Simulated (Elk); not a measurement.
# Dielectric function and optical constants of BP

Wanted: where BP starts to absorb, how strongly, and its refractive index.

Calculated with Elk 11.2.3 (patched build); DFT, PBE, all-electron APW+lo, Dirac cores, scalar-relativistic bands, independent-particle optical response without local fields.

**1. The structure**

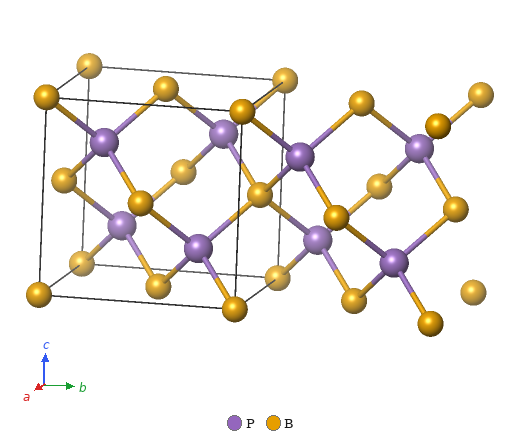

The cell as given, slightly off an axis (phosphorus purple, boron orange). 1×2×1 cells are drawn. This picture shows the conventional cell, with its axes. Bonds to atoms that aren't drawn are left out. Some periodic images of atoms are drawn too.

**2. Ground state**

First the ground state: is it a metal or has it a gap?

This step: DFT, PBE, all-electron APW+lo, Dirac cores, scalar-relativistic bands, ground state (Elk 11.2.3 (patched build)).

File elk.in:

```
tasks
  0
  120

xctype
  20

nempty
  12

lorbcnd
  .true.

rgkmax
  7.0

swidth
  0.0018375

maxscl
  100

epsengy
  1e-05

sppath
  './'

avec
  0.000000000000 4.287788576776 4.287788576776
  4.287788576776 0.000000000000 4.287788576776
  4.287788576776 4.287788576776 0.000000000000

atoms
  2
  'P.in'
  1
  0.750000000000 0.750000000000 0.750000000000   0.000 0.000 0.000
  'B.in'
  1
  0.000000000000 0.000000000000 0.000000000000   0.000 0.000 0.000

ngridk
  13 13 13
```

Command:

```bash
OMP_NUM_THREADS=4 elk
```

Numbers of over 12 decimals in the logs are rounded to 6 here.

The program printed:

```text
┌─────────────────────────┐
│ Elk code version 11.2.3 │
└─────────────────────────┘

All units are atomic (Hartree, Bohr, etc.)

┌─────────────────────────────────────────────────┐
│ Ground-state run starting from atomic densities │
└─────────────────────────────────────────────────┘

Lattice vectors :
   0.000000000       4.287788577       4.287788577
   4.287788577       0.000000000       4.287788577
   4.287788577       4.287788577       0.000000000

Reciprocal lattice vectors :
 -0.7326836660      0.7326836660      0.7326836660
  0.7326836660     -0.7326836660      0.7326836660
  0.7326836660      0.7326836660     -0.7326836660

Unit cell volume      :    157.6631083
Brillouin zone volume :    1.573292675

Muffin-tin inner radius fraction :   0.1000000000E-01

Nuclei treated as point charges

Species : 1 (P)
 parameters loaded from : P.in
 name : phosphorus
 nuclear charge    :   -15.00000000
 electronic charge :    15.00000000
 atomic mass :    56461.71230
 muffin-tin radius :    2.014833608
 number of radial points in muffin-tin :    793
 inner part over the whole radius :   0.9870242421E-02
 number on inner part of muffin-tin    :    552
 approximate nuclear radius :   0.6081821256E-04
 number of mesh points to nuclear radius :    250
 atomic positions (lattice), magnetic fields (Cartesian) :
  1 :   0.00000000  0.00000000  0.00000000    0.00000000  0.00000000  0.00000000

Species : 2 (B)
 parameters loaded from : B.in
 name : boron
 nuclear charge    :   -5.000000000
 electronic charge :    5.000000000
 atomic mass :    19707.24742
 muffin-tin radius :    1.648500225
 number of radial points in muffin-tin :    593
 inner part over the whole radius :   0.9992696753E-02
 number on inner part of muffin-tin    :    404
 approximate nuclear radius :   0.4534157419E-04
 number of mesh points to nuclear radius :    162
 atomic positions (lattice), magnetic fields (Cartesian) :
  1 :   0.25000000  0.25000000  0.25000000    0.00000000  0.00000000  0.00000000

Total number of atoms per unit cell :    2
Total muffin-tin volume :    53.02678951
 ratio of muffin-tin to unit cell volume :   0.3363297227

Spin treatment :
 spin-unpolarised

Number of Bravais lattice symmetries :   48
Number of crystal symmetries         :   24
Crystal has no inversion symmetry
Complex Hermitian eigensolver will be used

k-point grid :     13    13    13
k-point offset :    0.000000000       0.000000000       0.000000000
k-point set is reduced with full crystal symmetry group
Total number of k-points :      140

Muffin-tin radius times maximum |G+k| :    7.000000000
 using average radius
Maximum |G+k| for APW functions       :    3.821655529
Maximum (1/2)|G+k|²                   :    7.302525492
Maximum |G| for potential and density :    12.00000000
Constant for pseudocharge density :    6
 order of it for each species :   13  13
 order of it for pair densities of each species (exact exchange by exxq0 0: 13) :   12   7
Radial integration step length :    1

G-vector grid sizes :     24    24    24
Number of G-vectors :     4645

Maximum angular momentum used for
 APW functions            :    8
 outer part of muffin-tin :    6
 inner part of muffin-tin :    2

Total nuclear charge    :   -20.00000000
Total core charge       :    12.00000000
Total valence charge    :    8.000000000
Total excess charge     :    0.000000000
Total electronic charge :    20.00000000

Effective Wigner radius, rₛ :    1.234630950

Number of empty states         :     24
Total number of valence states :     29
Total number of core states    :     12

Conduction state local-orbitals added automatically
Third-order local-orbitals added for an l without core states : F
Total number of local-orbitals :    107

Exchange-correlation functional :     20     0     0
 Perdew-Burke-Ernzerhof, Phys. Rev. Lett. 77, 3865 (1996)
 gradient requirement :    1
 generalised gradient approximation (GGA)

Smearing type :    3
 Fermi-Dirac
Smearing width :   0.1837500000E-02
Effective electronic temperature (K) :    580.2366081

Mixing type :    3
 Broyden mixing, J. Phys. A: Math. Gen. 17, L317 (1984)

Kohn-Sham potential initialised from atomic data

┌──────────────────────────────┐
│ Self-consistent loop started │
└──────────────────────────────┘

┌─────────────────┐
│ Loop number : 1 │
└─────────────────┘

Energies :
 Fermi                       :     0.205981
 sum of occupied eigenvalues :     -202.11585679910
 electron kinetic            :      367.69478773975
 core electron kinetic       :      356.29953237798
 Coulomb                     :     -707.65201017912
 Coulomb potential           :     -532.96259385672
 nuclear-nuclear             :     -73.843776357304
 electron-nuclear            :     -736.13617246298
 Hartree                     :      102.32793864117
 Madelung                    :     -441.17071325075
 xc potential                :     -36.848050682123
 exchange                    :     -26.577207946525
 correlation                 :    -0.772715
 electron entropic           :    -0.37286248146558E-11
 total energy                :     -367.30714493356

Density of states at Fermi energy :   0.5622833404E-07
 (states/Hartree/unit cell)

Estimated indirect band gap :   0.7294727417E-01
 from k-point 1 to k-point 56
Estimated direct band gap   :   0.1519169331
 at k-point 1

Charges :
 core                        :    12.00000000
 valence                     :    8.000000000
 interstitial                :    3.243111643
 muffin-tins (core leakage)
  species : 1 (P)
   atom 1                    :    12.79659171     (  0.9537437179E-03)
  species : 2 (B)
   atom 1                    :    3.960296651     (  0.1932700775E-03)
 total in muffin-tins        :    16.75688836
 total calculated charge     :    19.99922318
 total charge                :    20.00000000
 error                       :   0.7768162495E-03

┌─────────────────┐
│ Loop number : 2 │
└─────────────────┘

Energies :
 Fermi                       :     0.207341
 sum of occupied eigenvalues :     -202.09918681003
 electron kinetic            :      367.43262798199
 core electron kinetic       :      356.10636476904
 Coulomb                     :     -707.65886602341
 Coulomb potential           :     -532.95933023463
 nuclear-nuclear             :     -73.843776357304
 electron-nuclear            :     -736.15285721020
 Hartree                     :      102.33776754410
 Madelung                    :     -441.17920090609
 xc potential                :     -36.572484557383
 exchange                    :     -26.576987901385
 correlation                 :    -0.772786
 electron entropic           :    -0.37617700108040E-11
 total energy                :     -367.57601176022

Density of states at Fermi energy :   0.5672523928E-07
 (states/Hartree/unit cell)

Estimated indirect band gap :   0.7249296739E-01
 from k-point 1 to k-point 56
Estimated direct band gap   :   0.1513947149
 at k-point 1

Charges :
 core                        :    12.00000000
 valence                     :    8.000000000
 interstitial                :    3.244115803
 muffin-tins (core leakage)
  species : 1 (P)
   atom 1                    :    12.80072179     (  0.9531999986E-03)
  species : 2 (B)
   atom 1                    :    3.955162411     (  0.1934225911E-03)
 total in muffin-tins        :    16.75588420
 total calculated charge     :    19.99922153
 total charge                :    20.00000000
 error                       :   0.7784670007E-03

RMS change in Kohn-Sham potential (target) :    4.405729515     (  0.1000000000E-05)
Absolute change in total energy (target)   :   0.2688668267     (  0.1000000000E-04)

[... 12 loops left out ...]

┌──────────────────┐
│ Loop number : 15 │
└──────────────────┘

Energies :
 Fermi                       :     0.324089
 sum of occupied eigenvalues :     -199.92175735441
 electron kinetic            :      368.08192314783
 core electron kinetic       :      356.14907731825
 Coulomb                     :     -707.73423403001
 Coulomb potential           :     -532.72395197530
 nuclear-nuclear             :     -73.843776357304
 electron-nuclear            :     -736.52397908192
 Hartree                     :      102.63352140921
 Madelung                    :     -441.37225804236
 xc potential                :     -35.279728526936
 exchange                    :     -26.550060592141
 correlation                 :    -0.777156
 electron entropic           :    -0.88305562548385E-09
 total energy                :     -366.97952708962

Density of states at Fermi energy :   0.1828150730E-04
 (states/Hartree/unit cell)

Estimated indirect band gap :   0.4673823327E-01
 from k-point 1 to k-point 56
Estimated direct band gap   :   0.1254868919
 at k-point 1

Charges :
 core                        :    12.00000000
 valence                     :    8.000000000
 interstitial                :    3.322187441
 muffin-tins (core leakage)
  species : 1 (P)
   atom 1                    :    12.97394535     (  0.9382265895E-03)
  species : 2 (B)
   atom 1                    :    3.703867207     (  0.1978623068E-03)
 total in muffin-tins        :    16.67781256
 total calculated charge     :    19.99911728
 total charge                :    20.00000000
 error                       :   0.8827215326E-03

RMS change in Kohn-Sham potential (target) :   0.3731369024E-06 (  0.1000000000E-05)
Absolute change in total energy (target)   :   0.3960583456E-05 (  0.1000000000E-04)

Convergence targets achieved

┌──────────────────┐
│ Loop number : 16 │
└──────────────────┘

Energies :
 Fermi                       :     0.324089
 sum of occupied eigenvalues :     -199.92175767089
 electron kinetic            :      368.08192276424
 core electron kinetic       :      356.14907681399
 Coulomb                     :     -707.73423401503
 Coulomb potential           :     -532.72395185818
 nuclear-nuclear             :     -73.843776357304
 electron-nuclear            :     -736.52397916508
 Hartree                     :      102.63352150736
 Madelung                    :     -441.37225808594
 xc potential                :     -35.279728576954
 exchange                    :     -26.550060600037
 correlation                 :    -0.777156
 electron entropic           :    -0.88305342113861E-09
 total energy                :     -366.97952746501

Density of states at Fermi energy :   0.1828145836E-04
 (states/Hartree/unit cell)

Estimated indirect band gap :   0.4673824177E-01
 from k-point 1 to k-point 56
Estimated direct band gap   :   0.1254868966
 at k-point 1

Charges :
 core                        :    12.00000000
 valence                     :    8.000000000
 interstitial                :    3.322187422
 muffin-tins (core leakage)
  species : 1 (P)
   atom 1                    :    12.97394537     (  0.9382265785E-03)
  species : 2 (B)
   atom 1                    :    3.703867203     (  0.1978622922E-03)
 total in muffin-tins        :    16.67781258
 total calculated charge     :    19.99911728
 total charge                :    20.00000000
 error                       :   0.8827214649E-03

┌──────────────────────────────┐
│ Self-consistent loop stopped │
└──────────────────────────────┘

Warning : core states of species 1 leak from the muffin-tin :   0.9382265785E-03

Warning : core states of species 2 leak from the muffin-tin :   0.1978622922E-03

Wrote STATE.OUT
```

The job ended after 17 s (4 threads of Arm Neoverse V2, shared host; peak memory 0.1 GiB).

Read-outs, printed or worked out from the files:

```
total energy           : -367.0 Ha
Fermi energy           : 8.819 eV
DOS at the Fermi level : 6.72e-7 states/eV/cell
gap on the k-mesh      : 1.272 eV
direct gap on the mesh : 3.415 eV
```

There is a gap, 1.27 eV on this mesh (points off the mesh can give less), so no carriers' term is needed.

**3. Independent particles**

The spectrum is a sum over vertical transitions between filled and empty bands at the fixed density, so many empty bands are needed.

This step: DFT, PBE, all-electron APW+lo, Dirac cores, scalar-relativistic bands, independent-particle optical response without local fields (Elk 11.2.3 (patched build)).

elk.in: that of step 2 with these lines changed.

```diff
@@ -1,4 +1,6 @@
 tasks
-  0
-  120
+  121
+
+optcomp
+  1 1
 
@@ -17,9 +19,7 @@
 swidth
-  0.0018375
+  0.0055124
 
-maxscl
-  100
-
-epsengy
-  1e-05
+wplot
+  400 100 0
+  0.0 0.51449
```

Command:

```bash
OMP_NUM_THREADS=4 elk
```

The program printed:

```text
┌─────────────────────────────────┐
│ Elk code version 11.2.3 started │
└─────────────────────────────────┘

Info(readinput): the functional depends on the density's gradient
 muffin-tin radial points multiplied by    2.00000
 (not where nrmtscf is given)

┌────────────────────┐
│ Current task : 121 │
└────────────────────┘
Info(checkmt): changed muffin-tin radius of species 1 (P) from   2.2000 to   2.0148
Info(checkmt): changed muffin-tin radius of species 2 (B) from   1.8000 to   1.6485

Info(findsymcrys): atomic basis shift (lattice) :
  0.2500000000      0.2500000000      0.2500000000
See GEOMETRY.OUT for new atomic positions

Info(dielectric):
 dielectric tensor written to EPSILON_ij.OUT
 optical conductivity written to SIGMA_ij.OUT
 for components
  i = 1, j = 1

┌──────────────────┐
│ Elk code stopped │
└──────────────────┘
```

Wall time 1.4 s (4 threads); peak memory 0.04 GiB.

Numbers from this step:

| Quantity | Value |
| --- | --- |
| electronic dielectric constant ε∞, mean over x, y and z (by symmetry where fewer were run) | 9.265 |
| main peak of Im epsilon, first axis | 5.786 eV |

The Im ε, E ∥ x has structure finer than the step of the table below, so its rows give means over 1 eV, whole bins alone (the curve runs from 0 to 14.0 eV). Peaks (eV: height): 5.8: 32.0, 6.6: 25.4.

Values under the direct gap are tails of Lorentzian lines. Table of Im ε, E ∥ x by photon energy; means over each step:

```
photon energy (eV)  Im ε, E ∥ x
                 1       0.0793
                 2        0.208
                 3        0.785
                 4         4.76
                 5         12.6
                 6         24.2
                 7         16.2
                 8         5.76
                 9         5.78
                10         3.13
                11         1.96
                12         1.98
                13         1.19
```

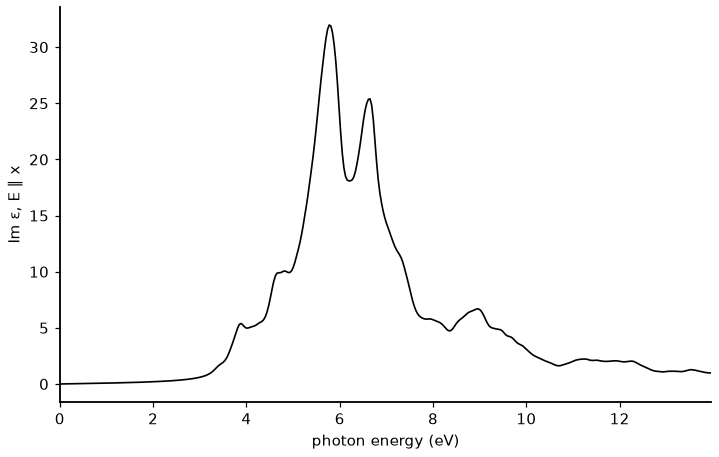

Im ε, E ∥ x, plotted against photon energy.

Re ε, E ∥ x against photon energy:

```csv
photon energy (eV),"Re ε, E ∥ x"
0,9.27
1,9.51
2,10.4
3,12.6
4,14.9
5,18.0
6,-3.48
7,-9.50
8,-5.41
9,-4.42
10,-4.65
11,-2.25
12,-2.20
13,-1.78
```

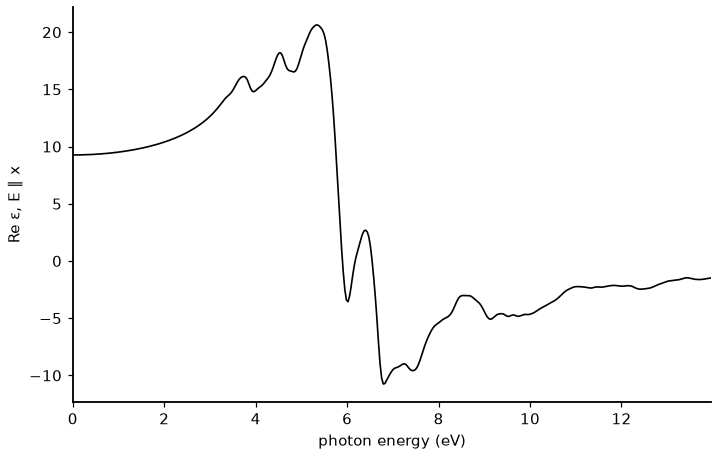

Re ε, E ∥ x against photon energy.

The reflectivity at normal incidence, E ∥ x has structure finer than the step of the table below, so its rows give means over 1 eV, whole bins alone (the curve runs from 0 to 14.0 eV). Peaks (eV: height): 5.9: 60.0, 7.6: 69.2, 10.4: 67.5, 12.7: 63.9.

Table of reflectivity at normal incidence, E ∥ x by photon energy; means over each step:

| photon energy (eV) | reflectivity at normal incidence, E ∥ x (%) |
| --- | --- |
| 1 | 26.1 |
| 2 | 27.8 |
| 3 | 31.7 |
| 4 | 37.1 |
| 5 | 44.1 |
| 6 | 55.0 |
| 7 | 64.1 |
| 8 | 60.6 |
| 9 | 53.7 |
| 10 | 64.8 |
| 11 | 56.9 |
| 12 | 53.2 |
| 13 | 58.9 |

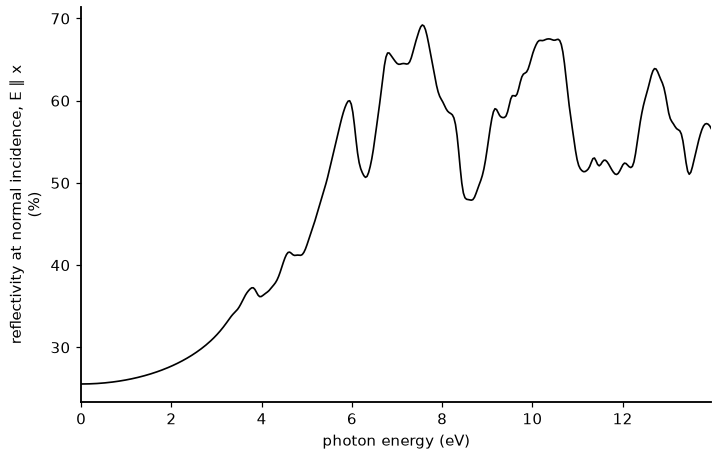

Reflectivity at normal incidence, E ∥ x against photon energy.

Values under the direct gap are tails of Lorentzian lines. Table of loss function −Im 1/ε at q → 0, E ∥ x by energy loss; read off at these points:

```csv
energy loss (eV),"loss function −Im 1/ε at q → 0, E ∥ x"
0.0,0
1.0,8.6e-4
2.0,0.00186
3.0,0.00373
4.0,0.0202
5.0,0.0240
6.0,0.0414
7.0,0.0485
8.0,0.0923
8.5,0.141
9.0,0.104
10.0,0.0991
11.0,0.221
11.8,0.233
12.0,0.226
13.0,0.253
13.4,0.327
```

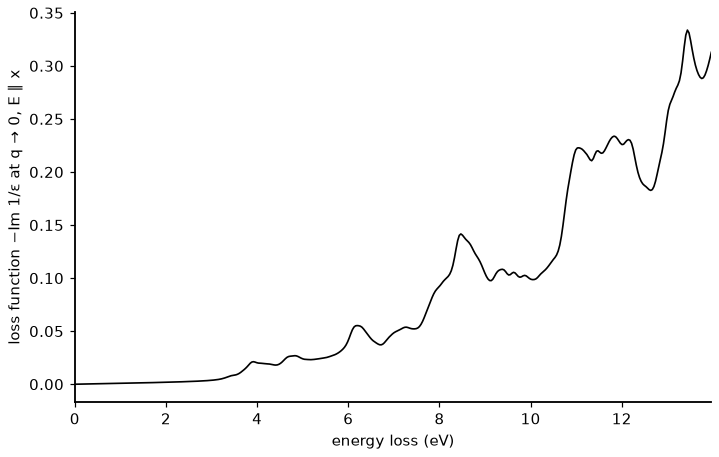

Loss function −Im 1/ε at q → 0, E ∥ x against energy loss.

Table of refractive index n and extinction k by photon energy:

```
photon energy (eV)      n       k
                 0   3.04       0
                 1   3.08  0.0126
                 2   3.22  0.0311
                 3   3.56  0.0840
                 4   3.91   0.638
                 5   4.41    1.18
                 6   3.20    3.70
                 7   1.96    3.65
                 8   1.11    2.58
                 9   1.33    2.49
                10  0.684    2.26
                11  0.625    1.62
                12  0.628    1.61
                13  0.397    1.39
```

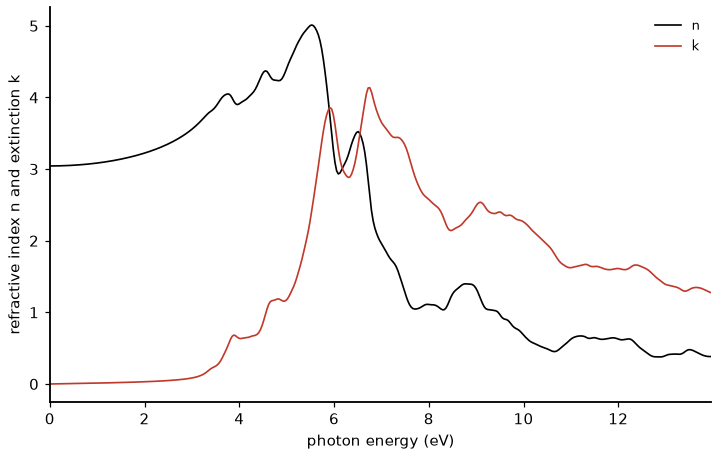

Refractive index n and extinction k against photon energy.

Optical constants at common wavelengths, from n + ik = √ε:

```
wavelength (nm)     n      k  R (%)     1/α
           1550  3.07  0.010   25.9   13 µm
           1064  3.10  0.015   26.2  5.6 µm
            633  3.22  0.030   27.6  1.7 µm
            405  3.59  0.093   31.9  348 nm
            365  3.81  0.212   34.2  137 nm
            248  4.40  1.175   42.4   17 nm
            193  3.44  3.042   52.5  5.0 nm
```

Below the direct gap, k and the depth come from the tails of the Lorentzian lines, not from transitions.

Rows near the edge hang on the gap, which this functional as a rule makes too small, and phonon-assisted absorption is left out.

**4. What came out**

| Quantity | Value |
| --- | --- |
| electronic dielectric constant ε∞, mean over x, y and z (by symmetry where fewer were run) (independent particles) | 9.27 |
| main peak of Im epsilon, first axis | 5.79 eV |

**Reading.** At this level (PBE, independent particles) BP has ε∞ = 9.27 and n = 3.07 at 1550 nm, and Im ε peaks at 5.8 eV. On the mesh the gap is 1.27 eV and the least direct gap 3.41 eV, so on this mesh the band edges lie at different points. Distinct maxima of Im ε, read by a parabola through the highest points, lie at 5.79 eV (32), 6.63 eV (25) and 8.95 eV (6.7). Excitons and phonon-assisted transitions are missing, and so are local fields; PBE gaps are as a rule too small, which pulls the onset down and ε∞ up. The sum runs over mesh points, so small or evenly spaced maxima can still be ripples of the mesh.

[Machine, clock and banner lines and Python warnings are left out of the logs.]

[Logs are printed without paths, hosts, clocks, repeated set-up lines and the standing remarks that a program may print on its own settings, such as how far it seeks lower states.]

[Hosts, paths, dates, database ids (printed as entryN), source tags and the programs' standing remarks are cut or masked in the printed files.]
